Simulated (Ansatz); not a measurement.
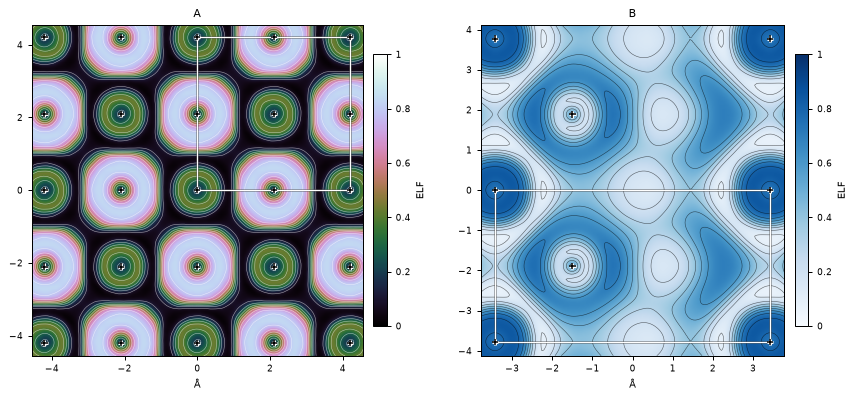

The ELF of 2 systems, each on a plane through atoms (crosses mark nuclei in the plane).

Computed with DFT r2SCAN, scalar-relativistic, plane waves, PAW (Ansatz).

System 1: MgO, the (010) plane of the conventional cell. Space group Fm-3m.

```
Mg O
1.0
     4.20422    0.00000    0.00000
     0.00000    4.20422    0.00000
     0.00000    0.00000    4.20422
Mg O
4 4
Direct
  0.00000 0.00000 0.00000
  0.50000 0.50000 0.00000
  0.50000 0.00000 0.50000
  0.00000 0.50000 0.50000
  0.50000 0.00000 0.00000
  0.00000 0.50000 0.00000
  0.00000 0.00000 0.50000
  0.50000 0.50000 0.50000
```

System 2: HfSi, the (001) plane of the conventional cell. Space group Pnma.

Match each panel to its system.

Panel A is system 1, MgO: the plane holds Mg and O. Mg–O (2.10 Å): the ELF peaks at about 0.85 in the valence shell of O, 0.6 Å from its nucleus, and is about 0.35 at the midpoint (a largely ionic contact). Panel B is system 2, HfSi: the plane holds Hf and Si. Hf–Si (2.70 Å): the ELF peaks at about 0.70 in the valence shell of Si, 0.9 Å from its nucleus, and is about 0.30 at the midpoint.
